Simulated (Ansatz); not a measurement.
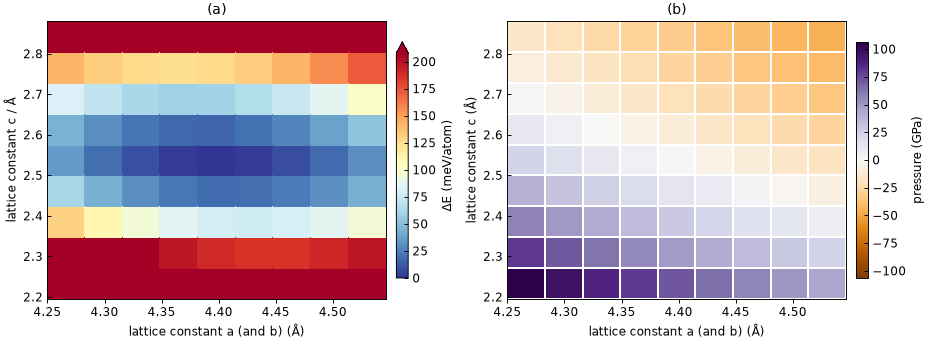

BN (P4_2/mnm, No. 136; 8 atoms in the cell). The energy is mapped over the lattice constants a and c of the conventional cell. Coordinates scanned: (1) lattice constant a (and b); (2) lattice constant c. Nothing is relaxed (fractional coordinates fixed). The grid has 9 × 9 points. All energies are given in meV/atom relative to the lowest grid point. Level of theory: DFT PBEsol, scalar-relativistic, plane waves, PAW (Ansatz 0.2.0). Settings: cutoff 520 eV, k-mesh 6×6×10 in the order of the run's cell vectors, gaussian smearing 0.05 eV, no spin polarisation.

Panel (a) is the energy and panel (b) the computed pressure on the same grid.

In the figure: one coloured cell a grid point, one colour for all values above the top of the scale.

**How does the pressure vary over the map, and what is it at the lowest grid point?**

It runs from −45 GPa at lattice constant a (and b) = 4.530 Å, lattice constant c = 2.843 Å to 106 GPa at lattice constant a (and b) = 4.266 Å, lattice constant c = 2.233 Å. At the lowest grid point, lattice constant a (and b) = 4.398 Å, lattice constant c = 2.538 Å, it is 0 GPa.

PAW datasets: the set soft_1.
